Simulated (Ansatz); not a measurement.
**CuO: density, localisation and related maps**

```
Cu O
1.0
    -2.91857   -2.87928    0.00000
     2.84043   -2.87928    0.00000
     0.01750    0.01724    5.17634
Cu O
4 4
Direct
  0.75000 0.25000 0.50000
  0.25000 0.75000 0.50000
  0.75000 0.75000 0.00000
  0.25000 0.25000 0.00000
  0.50005 0.50162 0.25011
  0.00005 0.00162 0.25011
  0.49995 0.49838 0.74989
  0.99995 0.99838 0.74989
```

Space group C2/c; a structure from a database of computed crystals, not necessarily the ambient phase; computed pressure about −2 GPa in this cell; computed without spin polarisation.

These are results of Ansatz 0.2.0, DFT PBEsol, scalar-relativistic, plane waves, PAW, not measurements.

The density is the valence pseudo-density of a PAW calculation; it isn't the true density close to the nuclei.

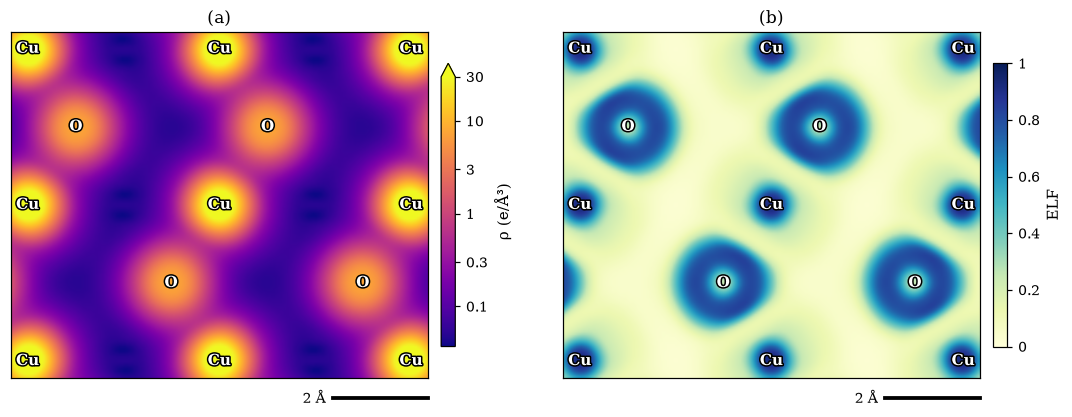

Figure 1. (a) valence pseudo-density; (b) electron localisation function on the (101̄) plane of the conventional cell.

### Interpret the plot.

The section cuts through Cu and O sites. Cu–O (1.94 Å): ρ is about 0.68 e/Å³ halfway; the ELF peaks at about 0.85 in the valence shell of O, 0.6 Å from its nucleus, and is about 0.20 at the midpoint: no localised pair shows between them. Between the atoms the lowest density in this plane is 0.04 e/Å³. The features right at Cu lie inside the PAW spheres, where the map follows smoothed inner orbitals and isn't to be read closely.

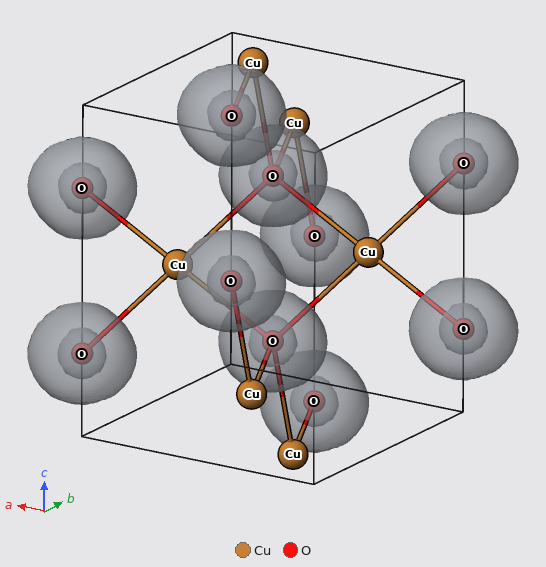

Figure 2. Isosurface of the ELF at 0.7 (grey), seen at an oblique angle. Only the valence region is drawn (cores and ρ < 0.01 e/Å³ removed). Sticks mark near contacts.

### What do the ELF domains correspond to?

At this value the surface marks out four regions wrapped around O (the valence shell of each), counted in one cell of 8 atoms. Regions shared between cells count once.

### Metal or insulator at this level of theory?

It is metallic or semimetallic at this level of theory: no gap opens; semilocal functionals without U, or without the true magnetic order, often close the gap of such compounds.
